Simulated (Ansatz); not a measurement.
## Geometry relaxation, with input and output: GaN (part 3 of 3)

Continued. System: GaN (slab, 24 atoms in the cell). Method: DFT PBE+D3(BJ), scalar-relativistic, plane waves, PAW, no spin polarisation (Ansatz 0.2.0); cutoff 420 eV, 4×5×1 k-mesh, Gaussian smearing of 0.05 eV. The structure derives from an entry of the Crystallography Open Database. The input holds or restrains some coordinates. Forces given for the steps count only the free coordinates. It belongs to a series of runs on one base structure; here: clean slab, lower half held.

Geometry of the input (Å; fractional positions):
```
6.3931  0.0000  0.0000
0.0000  5.2086  0.0000
0.0000  0.0000  23.4594
Ga 0.5000  0.0008  0.3623
Ga 0.0000  0.0008  0.3623
N  0.5000  0.6242  0.3623
N  0.0000  0.6242  0.3623
Ga 0.7500  0.5008  0.4017
Ga 0.2500  0.5008  0.4017
N  0.7500  0.1242  0.4017
N  0.2500  0.1242  0.4017
Ga 0.7500  0.0008  0.4803
Ga 0.2500  0.0008  0.4803
N  0.7500  0.6242  0.4803
N  0.2500  0.6242  0.4803
Ga 0.0000  0.5008  0.5197
Ga 0.5000  0.5008  0.5197
N  0.0000  0.1242  0.5197
N  0.5000  0.1242  0.5197
Ga 0.0000  0.0008  0.5983
Ga 0.5000  0.0008  0.5983
N  0.0000  0.6242  0.5983
N  0.5000  0.6242  0.5983
Ga 0.2500  0.5008  0.6377
Ga 0.7500  0.5008  0.6377
N  0.2500  0.1242  0.6377
N  0.7500  0.1242  0.6377
```

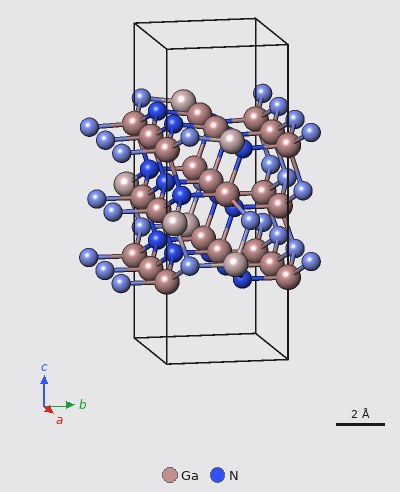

Fig. 1: The geometry at step 4 of the log (ball-and-stick view of the cell of the calculation, with the vacuum cut short, seen slightly off an axis; neighbours outside the cell are drawn fainter).

### Output, continued
```
  k-point 2: bands = ["-15.9106", "-15.7042", "-15.5943", "-15.4947", "-15.4609", "-15.2823", "-15.2754", "-15.0856", "-15.0815", "-14.9862", "-14.4638", "-14.4240", "-14.1691", "-14.1414", "-14.1388", "-14.1326", "-14.1290", "-14.0991", "-14.0990", "-14.0714", "-14.0207", "-13.9991", "-13.9836", "-13.9815", "-13.9803", "-13.9553", "-13.8069", "-13.7887", "-13.7843", "-13.7773", "-13.7672", "-13.7499", "-13.7462", "-13.6979", "-13.6781", "-13.6402", "-13.6217", "-13.6086", "-13.6039", "-13.5901", "-13.5892", "-13.5738", "-13.5435", "-13.5087", "-13.4983", "-13.4857", "-13.3539", "-13.3163", "-13.2529", "-13.2412", "-13.2341", "-13.1676", "-13.1431", "-13.1428", "-13.0669", "-13.0625", "-13.0598", "-13.0475", "-13.0119", "-12.9691", "-12.9244", "-12.9199", "-12.8588", "-12.5307", "-12.3086", "-12.2290", "-12.0657", "-11.9469", "-11.9453", "-11.7583", "-11.4333", "-11.1485", "-6.8004", "-6.6862", "-6.5303", "-6.4845", "-6.2501", "-6.1452", "-5.7485", "-5.6839", "-4.9912", "-4.8421", "-3.9273", "-3.3427", "-3.2379", "-3.1367", "-2.7531", "-2.6644", "-2.6293", "-2.4981", "-2.4223", "-2.4113", "-2.3696", "-2.0695", "-2.0245", "-1.8578", "-1.6884", "-1.6651", "-1.6394", "-1.5614", "-1.4409", "-1.3890", "-0.7179", "-0.6289", "-0.4997", "-0.1387", "-0.1051", "-0.0538", "1.6437", "2.0788", "2.7906", "3.0178", "4.0574", "4.4540", "4.5417", "4.5712", "4.6239", "4.8252", "5.0433", "5.2607", "5.3649", "5.4267", "5.8162", "5.9764", "6.1298", "6.3277", "6.8861", "7.0077", "7.0292", "7.1981", "7.3075", "7.5065"]
  k-point 8: bands = ["-15.7260", "-15.7260", "-15.5771", "-15.5771", "-15.3527", "-15.3527", "-15.1701", "-15.1701", "-15.0255", "-15.0255", "-14.4381", "-14.4381", "-14.1772", "-14.1772", "-14.1698", "-14.1698", "-14.0732", "-14.0732", "-14.0467", "-14.0467", "-14.0305", "-14.0305", "-14.0178", "-14.0178", "-13.8734", "-13.8734", "-13.8364", "-13.8364", "-13.8040", "-13.8040", "-13.7135", "-13.7135", "-13.6922", "-13.6922", "-13.6766", "-13.6766", "-13.6647", "-13.6647", "-13.5831", "-13.5831", "-13.5632", "-13.5632", "-13.5521", "-13.5521", "-13.4475", "-13.4475", "-13.3856", "-13.3856", "-13.2823", "-13.2823", "-13.1947", "-13.1947", "-13.1178", "-13.1178", "-13.1038", "-13.1038", "-13.0165", "-13.0165", "-12.9707", "-12.9707", "-12.9334", "-12.9334", "-12.7011", "-12.7011", "-12.5017", "-12.5017", "-12.2371", "-12.2371", "-11.7083", "-11.7083", "-11.4449", "-11.4449", "-6.1310", "-6.1310", "-5.8137", "-5.8137", "-5.4862", "-5.4862", "-5.0935", "-5.0935", "-5.0500", "-5.0500", "-4.2718", "-4.2718", "-3.8106", "-3.8106", "-3.3591", "-3.3591", "-2.8746", "-2.8746", "-2.5730", "-2.5730", "-2.3508", "-2.3508", "-2.1263", "-2.1263", "-1.8447", "-1.8447", "-1.5679", "-1.5679", "-1.4985", "-1.4985", "-1.3286", "-1.3286", "-0.4638", "-0.4638", "-0.0399", "-0.0399", "1.9063", "1.9063", "3.1481", "3.1481", "4.6186", "4.6186", "5.1903", "5.1903", "5.6594", "5.6594", "5.7627", "5.7627", "5.9746", "5.9746", "6.3544", "6.3544", "6.6617", "6.6617", "6.9590", "6.9590", "7.2934", "7.2934", "7.4480", "7.4480"]
--- Relaxed structure (6 steps of the walk, 6 accepted, 0 SCFs on fresh bases) ---
  F+E_penalty+E_count = -50011.96578709 eV   max|allowed force component| = 8.273e-3 eV/Å
  atoms:
    - { symbol: Ga, position: [0.5, 0.000811033, 0.36232844979999995] }
    - { symbol: Ga, position: [0.0, 0.000811033, 0.36232844979999995] }
    - { symbol: N, position: [0.5, 0.624188967, 0.36232844979999995] }
    - { symbol: N, position: [0.0, 0.624188967, 0.36232844979999995] }
    - { symbol: Ga, position: [0.75, 0.500811033, 0.4016631784] }
    - { symbol: Ga, position: [0.25, 0.500811033, 0.4016631784] }
    - { symbol: N, position: [0.75, 0.124188967, 0.4016631784] }
    - { symbol: N, position: [0.25, 0.124188967, 0.4016631784] }
    - { symbol: Ga, position: [0.75, 0.000811033, 0.4803326356999999] }
    - { symbol: Ga, position: [0.25, 0.000811033, 0.4803326356999999] }
    - { symbol: N, position: [0.75, 0.624188967, 0.4803326356999999] }
    - { symbol: N, position: [0.25, 0.624188967, 0.4803326356999999] }
    - { symbol: Ga, position: [0.0, 0.4985855009585804, 0.5174131174071218] }
    - { symbol: Ga, position: [0.5, 0.4985855009585804, 0.5174131174071218] }
    - { symbol: N, position: [0.0, 0.12299936087160346, 0.5185922777717829] }
    - { symbol: N, position: [0.5, 0.12299936087160346, 0.5185922777717829] }
    - { symbol: Ga, position: [7.53125283243716e-36, 0.00439847392356117, 0.6019462192087442] }
    - { symbol: Ga, position: [0.5, 0.00439847392356117, 0.6019462192087442] }
    - { symbol: N, position: [3.76562641621858e-36, 0.6289320273255143, 0.5991784891791178] }
    - { symbol: N, position: [0.5, 0.6289320273255143, 0.5991784891791178] }
    - { symbol: Ga, position: [0.25, 0.46974236946943304, 0.6259660110453934] }
    - { symbol: Ga, position: [0.75, 0.46974236946943304, 0.6259660110453934] }
    - { symbol: N, position: [0.25, 0.12282124096649252, 0.6367649208499548] }
    - { symbol: N, position: [0.75, 0.12282124096649252, 0.6367649208499548] }
```

### Trajectory as extended XYZ (Å, eV, eV/Å), 6 frames, from step=1 to step=6
```
24
Lattice="6.3931 0.0000 0.0000 0.0000 5.2086 0.0000 0.0000 0.0000 23.4594" Properties=species:S:1:pos:R:3:forces:R:3 step=1 energy=-50010.96760
Ga    3.1966    0.0042    8.5000    0.0000  -2.0096   1.4668
Ga    0.0000    0.0042    8.5000    0.0000  -2.0096   1.4668
N     3.1966    3.2511    8.5000    0.0000   0.6846   0.3482
N     0.0000    3.2511    8.5000    0.0000   0.6846   0.3482
Ga    4.7948    2.6085    9.4228    0.0000   1.1007  -1.4828
Ga    1.5983    2.6085    9.4228    0.0000   1.1007  -1.4828
N     4.7948    0.6468    9.4228    0.0000   0.5151  -1.1340
N     1.5983    0.6468    9.4228    0.0000   0.5151  -1.1340
Ga    4.7948    0.0042   11.2683    0.0000  -0.2957   0.4226
Ga    1.5983    0.0042   11.2683    0.0000  -0.2957   0.4226
N     4.7948    3.2511   11.2683    0.0000   0.0053   0.7940
N     1.5983    3.2511   11.2683    0.0000   0.0053   0.7940
Ga    0.0000    2.6085   12.1911    0.0000  -0.2957  -0.4227
Ga    3.1966    2.6085   12.1911    0.0000  -0.2957  -0.4227
N     0.0000    0.6468   12.1911    0.0000   0.0053  -0.7939
N     3.1966    0.6468   12.1911    0.0000   0.0053  -0.7939
Ga    0.0000    0.0042   14.0366    0.0000   1.1007   1.4828
Ga    3.1966    0.0042   14.0366    0.0000   1.1007   1.4828
N     0.0000    3.2511   14.0366    0.0000   0.5151   1.1340
N     3.1966    3.2511   14.0366    0.0000   0.5151   1.1340
Ga    1.5983    2.6085   14.9594    0.0000  -2.0096  -1.4668
Ga    4.7948    2.6085   14.9594    0.0000  -2.0096  -1.4668
N     1.5983    0.6468   14.9594    0.0000   0.6846  -0.3483
N     4.7948    0.6468   14.9594    0.0000   0.6846  -0.3483
24
Lattice="6.3931 0.0000 0.0000 0.0000 5.2086 0.0000 0.0000 0.0000 23.4594" Properties=species:S:1:pos:R:3:forces:R:3 step=2 energy=-50011.69986
Ga    3.1966    0.0042    8.5000    0.0000  -2.0169   1.4612
Ga    0.0000    0.0042    8.5000    0.0000  -2.0169   1.4612
N     3.1966    3.2511    8.5000    0.0000   0.6865   0.3505
N     0.0000    3.2511    8.5000    0.0000   0.6865   0.3505
Ga    4.7948    2.6085    9.4228    0.0000   1.1112  -1.5099
Ga    1.5983    2.6085    9.4228    0.0000   1.1112  -1.5099
N     4.7948    0.6468    9.4228    0.0000   0.5119  -1.1304
N     1.5983    0.6468    9.4228    0.0000   0.5119  -1.1304
Ga    4.7948    0.0042   11.2683    0.0000  -0.3575   0.4004
Ga    1.5983    0.0042   11.2683    0.0000  -0.3575   0.4004
N     4.7948    3.2511   11.2683    0.0000   0.0311   0.6558
N     1.5983    3.2511   11.2683    0.0000   0.0311   0.6558
Ga    0.0000    2.6065   12.1752    0.0000  -0.0102  -0.5494
Ga    3.1966    2.6065   12.1752    0.0000  -0.0102  -0.5494
N     0.0000    0.6478   12.1802    0.0000   0.0994  -0.4097
N     3.1966    0.6478   12.1802    0.0000   0.0994  -0.4097
Ga    0.0000    0.0673   14.0732    0.0000   0.0498   0.7306
Ga    3.1966    0.0673   14.0732    0.0000   0.0498   0.7306
N     0.0000    3.3088   14.0136    0.0000  -0.2064   0.9438
N     3.1966    3.3088   14.0136    0.0000  -0.2064   0.9438
Ga    1.5983    2.5148   14.7886    0.0000  -0.9058  -0.5904
Ga    4.7948    2.5148   14.7886    0.0000  -0.9058  -0.5904
N     1.5983    0.6212   14.9893    0.0000   1.0071  -0.3521
N     4.7948    0.6212   14.9893    0.0000   1.0071  -0.3521
24
Lattice="6.3931 0.0000 0.0000 0.0000 5.2086 0.0000 0.0000 0.0000 23.4594" Properties=species:S:1:pos:R:3:forces:R:3 step=3 energy=-50011.93233
Ga    3.1966    0.0042    8.5000    0.0000  -2.0080   1.4672
Ga    0.0000    0.0042    8.5000    0.0000  -2.0080   1.4672
N     3.1966    3.2511    8.5000    0.0000   0.6832   0.3677
N     0.0000    3.2511    8.5000    0.0000   0.6832   0.3677
Ga    4.7948    2.6085    9.4228    0.0000   1.0956  -1.5824
Ga    1.5983    2.6085    9.4228    0.0000   1.0956  -1.5824
N     4.7948    0.6468    9.4228    0.0000   0.5096  -1.1649
N     1.5983    0.6468    9.4228    0.0000   0.5096  -1.1649
Ga    4.7948    0.0042   11.2683    0.0000  -0.3268   0.4295
Ga    1.5983    0.0042   11.2683    0.0000  -0.3268   0.4295
N     4.7948    3.2511   11.2683    0.0000   0.0933   0.5645
N     1.5983    3.2511   11.2683    0.0000   0.0933   0.5645
Ga    0.0000    2.6077   12.1514    0.0000   0.0179  -0.1108
Ga    3.1966    2.6077   12.1514    0.0000   0.0179  -0.1108
N     0.0000    0.6472   12.1713    0.0000   0.0222  -0.0598
N     3.1966    0.6472   12.1713    0.0000   0.0222  -0.0598
Ga    0.0000    0.0606   14.1144    0.0000  -0.4356   0.2175
Ga    3.1966    0.0606   14.1144    0.0000  -0.4356   0.2175
N     0.0000    3.2853   14.0524    0.0000   0.0994   0.1355
N     3.1966    3.2853   14.0524    0.0000   0.0994   0.1355
Ga    1.5983    2.4407   14.6950    0.0000   0.5443  -0.0842
Ga    4.7948    2.4407   14.6950    0.0000   0.5443  -0.0842
N     1.5983    0.6504   14.9771    0.0000  -0.2942  -0.1786
N     4.7948    0.6504   14.9771    0.0000  -0.2942  -0.1786
24
Lattice="6.3931 0.0000 0.0000 0.0000 5.2086 0.0000 0.0000 0.0000 23.4594" Properties=species:S:1:pos:R:3:forces:R:3 step=4 energy=-50011.95836
Ga    3.1966    0.0042    8.5000    0.0000  -1.9940   1.4764
Ga    0.0000    0.0042    8.5000    0.0000  -1.9940   1.4764
N     3.1966    3.2511    8.5000    0.0000   0.6775   0.3757
N     0.0000    3.2511    8.5000    0.0000   0.6775   0.3757
Ga    4.7948    2.6085    9.4228    0.0000   1.0828  -1.6376
Ga    1.5983    2.6085    9.4228    0.0000   1.0828  -1.6376
N     4.7948    0.6468    9.4228    0.0000   0.5054  -1.2085
N     1.5983    0.6468    9.4228    0.0000   0.5054  -1.2085
Ga    4.7948    0.0042   11.2683    0.0000  -0.3446   0.4043
Ga    1.5983    0.0042   11.2683    0.0000  -0.3446   0.4043
N     4.7948    3.2511   11.2683    0.0000   0.0785   0.5799
N     1.5983    3.2511   11.2683    0.0000   0.0785   0.5799
Ga    0.0000    2.5899   12.1324    0.0000   0.0904  -0.0140
Ga    3.1966    2.5899   12.1324    0.0000   0.0904  -0.0140
N     0.0000    0.6451   12.1612    0.0000  -0.1303   0.0948
N     3.1966    0.6451   12.1612    0.0000  -0.1303   0.0948
Ga    0.0000    0.0138   14.1314    0.0000   0.1633  -0.1869
Ga    3.1966    0.0138   14.1314    0.0000   0.1633  -0.1869
N     0.0000    3.2771   14.0527    0.0000  -0.0212   0.0288
N     3.1966    3.2771   14.0527    0.0000  -0.0212   0.0288
Ga    1.5983    2.4551   14.6812    0.0000  -0.0940  -0.0118
Ga    4.7948    2.4551   14.6812    0.0000  -0.0940  -0.0118
N     1.5983    0.6474   14.9226    0.0000  -0.0114   0.1009
N     4.7948    0.6474   14.9226    0.0000  -0.0114   0.1009
24
Lattice="6.3931 0.0000 0.0000 0.0000 5.2086 0.0000 0.0000 0.0000 23.4594" Properties=species:S:1:pos:R:3:forces:R:3 step=5 energy=-50011.96551
Ga    3.1966    0.0042    8.5000    0.0000  -1.9974   1.4719
Ga    0.0000    0.0042    8.5000    0.0000  -1.9974   1.4719
N     3.1966    3.2511    8.5000    0.0000   0.6783   0.3733
N     0.0000    3.2511    8.5000    0.0000   0.6783   0.3733
Ga    4.7948    2.6085    9.4228    0.0000   1.0869  -1.6258
Ga    1.5983    2.6085    9.4228    0.0000   1.0869  -1.6258
N     4.7948    0.6468    9.4228    0.0000   0.5069  -1.1901
N     1.5983    0.6468    9.4228    0.0000   0.5069  -1.1901
Ga    4.7948    0.0042   11.2683    0.0000  -0.3443   0.4037
Ga    1.5983    0.0042   11.2683    0.0000  -0.3443   0.4037
N     4.7948    3.2511   11.2683    0.0000   0.0652   0.5596
N     1.5983    3.2511   11.2683    0.0000   0.0652   0.5596
Ga    0.0000    2.5957   12.1364    0.0000   0.0147   0.0309
Ga    3.1966    2.5957   12.1364    0.0000   0.0147   0.0309
N     0.0000    0.6404   12.1667    0.0000  -0.0011  -0.0410
N     3.1966    0.6404   12.1667    0.0000  -0.0011  -0.0410
Ga    0.0000    0.0223   14.1169    0.0000  -0.0089   0.0426
Ga    3.1966    0.0223   14.1169    0.0000  -0.0089   0.0426
N     0.0000    3.2756   14.0566    0.0000  -0.0149  -0.0264
N     3.1966    3.2756   14.0566    0.0000  -0.0149  -0.0264
Ga    1.5983    2.4453   14.6834    0.0000  -0.0079   0.0046
Ga    4.7948    2.4453   14.6834    0.0000  -0.0079   0.0046
N     1.5983    0.6372   14.9349    0.0000   0.0224  -0.0031
N     4.7948    0.6372   14.9349    0.0000   0.0224  -0.0031
24
Lattice="6.3931 0.0000 0.0000 0.0000 5.2086 0.0000 0.0000 0.0000 23.4594" Properties=species:S:1:pos:R:3:forces:R:3 step=6 energy=-50011.96579
Ga    3.1966    0.0042    8.5000    0.0000  -1.9967   1.4731
Ga    0.0000    0.0042    8.5000    0.0000  -1.9967   1.4731
N     3.1966    3.2511    8.5000    0.0000   0.6781   0.3733
N     0.0000    3.2511    8.5000    0.0000   0.6781   0.3733
Ga    4.7948    2.6085    9.4228    0.0000   1.0848  -1.6224
Ga    1.5983    2.6085    9.4228    0.0000   1.0848  -1.6224
N     4.7948    0.6468    9.4228    0.0000   0.5068  -1.1926
N     1.5983    0.6468    9.4228    0.0000   0.5068  -1.1926
Ga    4.7948    0.0042   11.2683    0.0000  -0.3409   0.4042
Ga    1.5983    0.0042   11.2683    0.0000  -0.3409   0.4042
N     4.7948    3.2511   11.2683    0.0000   0.0666   0.5714
N     1.5983    3.2511   11.2683    0.0000   0.0666   0.5714
Ga    0.0000    2.5969   12.1382    0.0000  -0.0025  -0.0083
Ga    3.1966    2.5969   12.1382    0.0000  -0.0025  -0.0083
N     0.0000    0.6407   12.1659    0.0000   0.0039   0.0072
N     3.1966    0.6407   12.1659    0.0000   0.0039   0.0072
Ga    0.0000    0.0229   14.1213    0.0000  -0.0002  -0.0036
Ga    3.1966    0.0229   14.1213    0.0000  -0.0002  -0.0036
N     0.0000    3.2758   14.0564    0.0000   0.0041   0.0017
N     3.1966    3.2758   14.0564    0.0000   0.0041   0.0017
Ga    1.5983    2.4467   14.6848    0.0000  -0.0002  -0.0009
Ga    4.7948    2.4467   14.6848    0.0000  -0.0002  -0.0009
N     1.5983    0.6397   14.9381    0.0000  -0.0039  -0.0032
N     4.7948    0.6397   14.9381    0.0000  -0.0039  -0.0032
```

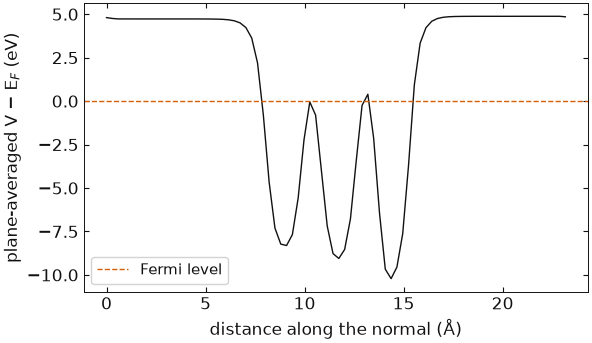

Fig. 2: Plane average of the electrostatic potential energy of an electron across the cell, from the Fermi level. The vacuum level lies 4.88 eV above the Fermi level on the upper side and 4.73 eV on the lower.

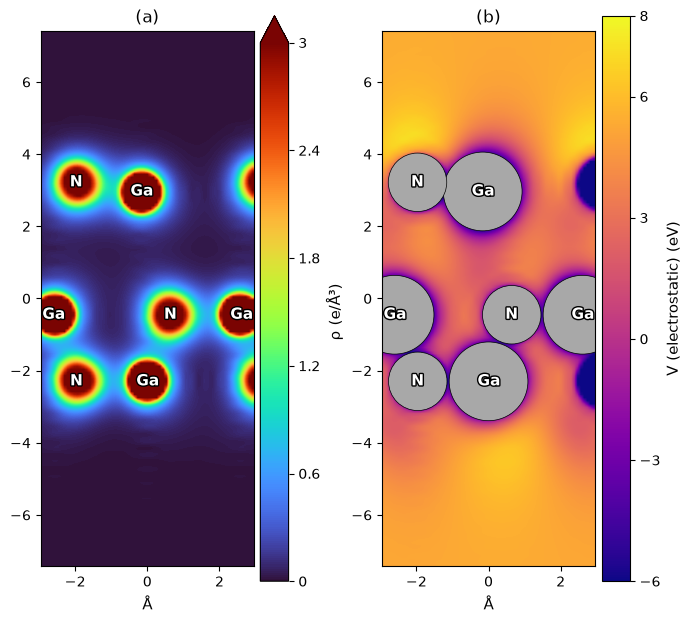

Fig. 3: (a) valence charge density (pseudo); (b) electrostatic potential energy of an electron on the (100) plane of the calculation cell, a cut from vacuum to vacuum. Grey discs, where drawn, cover atomic cores. The section cuts through Ga and N sites. Ga–N (1.82 Å): ρ is about 0.98 e/Å³ halfway. Ga–N (1.96 Å): ρ is about 0.72 e/Å³ halfway. The density dies away to nearly zero in the vacuum. In a PAW calculation such maps are meaningful between the atoms, not at the nuclei.

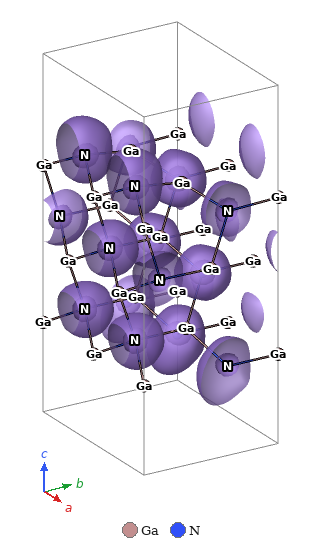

Fig. 4: Isosurface of the ELF at 0.65 (purple), seen at an oblique angle. Core shells and regions of very low density are left out. Sticks mark near contacts. Values along the shortest contacts: Ga–N (1.82 Å): the ELF is about 0.55 at the midpoint. Ga–N (1.90 Å): the ELF is about 0.50 at the midpoint.

### Key numbers

| quantity | value |
| --- | --- |
| outcome | converged under the restraints of the input |
| electrons treated | 216 |
| free energy | −50011.9658 eV |
| work function, top face | 4.88 eV |
| work function, bottom face | 4.73 eV |
| Fermi energy | 0.534 eV |
| gap on the k-point mesh | 0.70 eV |
| final volume | 781.18 Å³ |
| work function (upper face) | 4.88 eV |
| largest force (length of the vector) at the end, held atoms and coordinates included | 2.481 eV/Å |
| wall time | 62 s (CPU time 4.1 min) |
| peak memory | 2.4 GiB |

### Remarks

The program warns: the exchange-correlation potential is rough where the density is thin.
